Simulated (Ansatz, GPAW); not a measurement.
# 1T-NiSTe monolayer: work function by functional and basis, part 3 of 3

How far do functional and basis move the work function of 1T-NiSTe monolayer?

GPAW 26.7.0 and Ansatz 0.2.0; Ansatz plane waves; layer without images along its normal, relaxation of atoms and in-plane cell (the session's first sound run).

So far, upper work function (eV): step 3 (the slab's potential, PBE, GPAW) 5.84; step 5 (self-consistent run: xc = "revPBE") 5.75; step 6 (self-consistent run: xc = "vdW-DF2", GPAW, PAW setups, GPAW) 6.26; step 7 (real-space grid: mode = "fd", PBE, GPAW) 5.84; step 8 (atomic orbitals: mode = "lcao", PBE, GPAW) 5.88.

### Step 10. A second plane-wave code

A second program with its own datasets checks the number independently.

This step: Ansatz plane waves; slab in vacuum with a dipole correction (Ansatz 0.2.0).

input.yaml reads:

```yaml
crystal:
  lattice:
    - [3.5219761179, 0.0, 0.0]
    - [-1.7609880589, 3.0501207896, 0.0]
    - [0.0, 0.0, 28.4828811]
  atoms:
    - { symbol: Te, position: [0.6666666667, 0.3333333333, 0.276556226] }
    - { symbol: Ni, position: [0.0, 0.0, 0.3306017251] }
    - { symbol: S, position: [0.3333333333, 0.6666666667, 0.3684615381] }
kpoints:
  mp_grid: { grid: [9, 9, 1] }
hamiltonian:
  xc: pbe
scf:
  occupations: { method: fermi_dirac, width: 0.05 }
efield:
  axis: 3
  dipole_correction: true
  ramp_width: 0.05
output:
  forces: true
  write_potential: true
  write_density: true
  volumetric_format: npy
```

Launch:

```bash
$ ansatz run input.yaml --threads 4 --pin off --max-ram 8192MiB --backend cpu --events-out ev --progress --plain --runs-dir out
```

Numbers of over 12 decimals in the logs are rounded to 6 here.

The log of the run:

```text
[...]
Crystal: 3 atoms, lattice volume = 305.976 Å³
Basis set: ecut = 420 eV, 5909 PW (Γ), exchange–correlation on 48×48×384 points (8 copies of the dense FFT grid, shifted against one another)
Bands: 24, of which v1, the nominal top of the filled ones, is band 20 counted from 1 (19 counted from 0)
Symmetry: 6 space group operations
[...]
k-points: 12 of 81 (time reversal used)
[...]
SCF iter   1: F=—  HF=-13722.147112 eV  |F-HF|=—  |Δ(HF+E_count)|=         —  Δρ=2.52e-3  dr2=1.07e-1  ethr=1.77e-3  p=-0.098 e·Å  D=-5.80e-2 V/Å  ΔV_dip=1.65 eV  dr2_dipole=1.47e-2  V_vac-E_F(+/−)=5.93/4.28 eV  ⟨swp⟩=10.6  Hψ=1796  notcnv=0
efield: sawtooth ramp at fractional position 0.7975 (placed from the atoms, in the widest stretch of the axis that holds none; the zero of the levels goes with the place), width 0.0500; the density the first Hamiltonian is built on has a dipole p = -0.098 e·Å; the dipole correction subtracts the counter field D = -5.80e-2 V/Å, which shifts the + side's vacuum level by +1.65 eV against the − side's; the planar-averaged density in the ramp window peaks in size at 5.1e-6 e/Å³
[...]
SCF iter   2: F=—  HF=-13722.140544 eV  |F-HF|=—  |Δ(HF+E_count)|=   6.57e-3  Δρ=1.01e-3  dr2=2.51e-3  ethr=2.68e-4  p=-0.090 e·Å  D=-5.31e-2 V/Å  ΔV_dip=1.51 eV  dr2_dipole=2.63e-5  V_vac-E_F(+/−)=5.88/4.37 eV  ⟨swp⟩=3.0  Hψ=445  notcnv=0
[...]
SCF iter   8: F=-13722.140903 eV  HF=-13722.140903 eV  |F-HF|=3.45e-8  |Δ(HF+E_count)|=   3.99e-7  Δρ=2.49e-6  dr2=1.27e-8  ethr=1.93e-10  p=-0.088 e·Å  D=-5.18e-2 V/Å  ΔV_dip=1.48 eV  dr2_dipole=6.29e-12  V_vac-E_F(+/−)=5.84/4.37 eV  ⟨swp⟩=9.4  Hψ=2107  notcnv=0
SCF 1 converged in 8 iterations: F = -13722.140903 eV  dr2 = 1.27e-8
[...]
WARN: The input density's exchange-correlation potential varies sharply where the density is thin. Do not read a vacuum level from v_tot or v_xc, or from such a field of the output density. On a cell that repeats whose density bears no net charge and no dipole along the vacuum's axis use v_es (v_loc + v_h of the components); under efield.dipole_correction with no amplitude use v_es + v_field, which holds any external [...]
SCF converged after 8 iterations
an eigenvalue changed by more than its tolerance at an iteration that met the thresholds in force, so the SCF went on 1 time: the last check found none over its tolerance
Free energy (F): -13722.140903 eV
[...]
Internal energy: -13722.121314 eV  (E = F + TS)
E sigma→0 (E₀):  -13722.131109 eV
Entropy (-TS):   -0.019589 eV (-6.530 meV/atom)
Fermi energy:    -2.046766 eV
Dipole field:    D = -0.051822 V/Å  (p = -0.087627 e·Å, saw-weighted, corrected)
Work function:   Φ+ = 5.8450 eV   Φ− = 4.3690 eV
Levels:          The Fermi level and band energies are counted from a zero that moves with the ramp; work functions are not
[...]
--- Forces (eV/Å), atoms counted from 1 ---
  atom   1  Te     0.00000000     0.00000000    -0.00044683
  atom   2  Ni     0.00000000    -0.00000000     0.00065262
  atom   3  S      0.00000000     0.00000000    -0.00021209
  max |Σ_I F_I| component: 6.30e-6 eV/Å
--- Band table (eV; the first three rows and the last of 12) ---
  k-point 0: bands = [... 16 lower, -4.1369, -2.5542, -1.6859, -1.6859, 0.1089, 0.1089, 1.6780, 2.6037]
  k-point 1: bands = [... 16 lower, -4.0835, -2.6648, -2.1460, -1.8965, -0.7565, -0.0536, 1.8964, 2.8209]
  k-point 2: bands = [... 16 lower, -4.1361, -3.3196, -2.4519, -2.4187, -1.7122, -0.3119, 2.4490, 3.3416]
  k-point 11: bands = [... 16 lower, -4.7893, -3.9868, -3.7324, -3.3798, -2.2075, -0.9673, 2.8862, 4.5347]
```

Wall time 2.9 s (4 threads of Intel Xeon Platinum 8488C (Sapphire Rapids), shared host); peak memory 0.65 GiB.

In the SCF lines HF is the Harris–Foulkes energy and dr2 the Hartree energy of the density residual, in eV; the loop may stop once dr2 is under the threshold and the program's other checks hold. Hψ counts applications of the Hamiltonian.

Numbers from this step:

```
upper work function     : 5.845 eV
lower work function     : 4.369 eV
dipole along the normal : -0.08763 e·Å
dipole field            : -0.05182 V/Å
vacuum level above      : 3.798 eV
vacuum level below      : 2.322 eV
```

The electrostatic potential energy of an electron (with the applied field's), less the Fermi level, planar mean by z:

```tsv
z (Å)	electrostatic potential energy of an electron (with the applied field's), less the Fermi level, planar mean (eV)
0	4.37
2	4.37
4	4.37
6	3.97
8	-0.831
10	-8.51
12	5.44
14	5.84
16	5.85
18	5.84
20	5.84
22	5.84
24	4.51
26	4.37
28	4.37
```

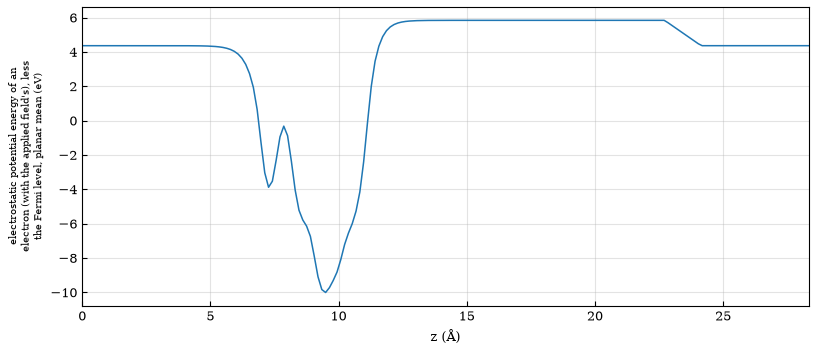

Electrostatic potential energy of an electron (with the applied field's), less the Fermi level, planar mean against z.

Valence density, planar mean against z:

```tsv
z (Å)	valence density, planar mean (e/Å³)
2.5	5.6e-6
5.0	0.00107
7.5	0.840
10.0	0.632
12.5	0.00451
15.0	-7.0e-6
```

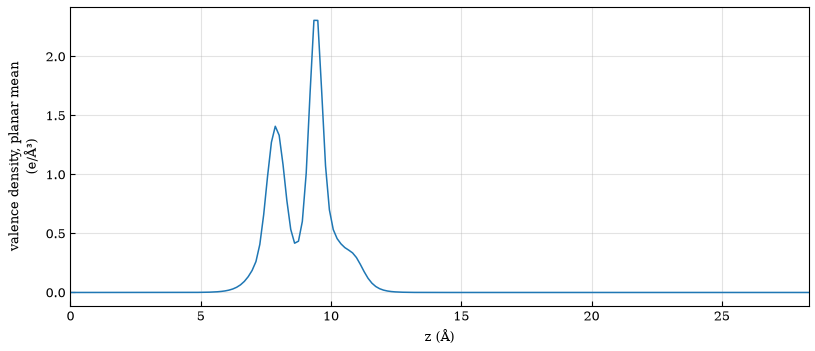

Valence density, planar mean, plotted against z.

The upper face's work function is 5.845 eV, against 5.837 eV in the first plane-wave PBE run at this geometry.

### Step 11. Side by side

Results and costs are gathered.

This step: comparison of work functions, dipole and cost (GPAW 26.7.0).

Ladder, by row:

```tsv
step	code	work function, upper (eV)	work function, lower (eV)	dipole (e Å)	wall time (s)	peak memory (GiB)	threads
pw	GPAW	5.837	4.364	-0.08767	24.26	0.19	1
RPBE	GPAW	5.755	4.256	-0.08917	23.55	0.19	1
revPBE	GPAW	5.747	4.259	-0.08849	22.89	0.19	1
vdW-DF2	GPAW	6.259	4.681	-0.09388	33.65	0.34	1
fd	GPAW	5.837	4.366	-0.0873	56.44	0.34	1
lcao	GPAW	5.885	4.128	-0.1042	39.82	0.25	1
ansatz	Ansatz	5.845	4.369	-0.08763	2.86	0.654	4
```

### Step 12. What came out

| Property | Result |
| --- | --- |
| work function, upper and lower face | 5.837 and 4.364 eV |
| dipole along the normal | -0.0877 e Å |

**Reading.** With plane waves and PBE the work function is 5.84 eV on the upper face and 4.36 eV on the lower. The two faces differ by 1.5 eV, the step that the slab's dipole makes (e p/(ε0 A) gives 1.5 eV), so the dipole layer is needed. Over the sound runs of the table the upper face's work function spans 5.747 (revPBE) to 6.259 eV (vdW-DF2). The two plane-wave codes differ by 0.0077 eV on the upper face. The runs had no spin polarisation, so a magnetic state, which thin layers of d-metal atoms can have, wasn't tested. The layer's cell and atoms come from the relaxation; spin-orbit coupling and temperature are left out.

[Logs are printed without paths, hosts, clocks, repeated set-up lines and the standing remarks that a program may print on its own settings, such as how far it seeks lower states.]

[Hosts, paths, dates, database ids (printed as entryN), source tags and the programs' standing remarks are cut or masked in the printed files.]
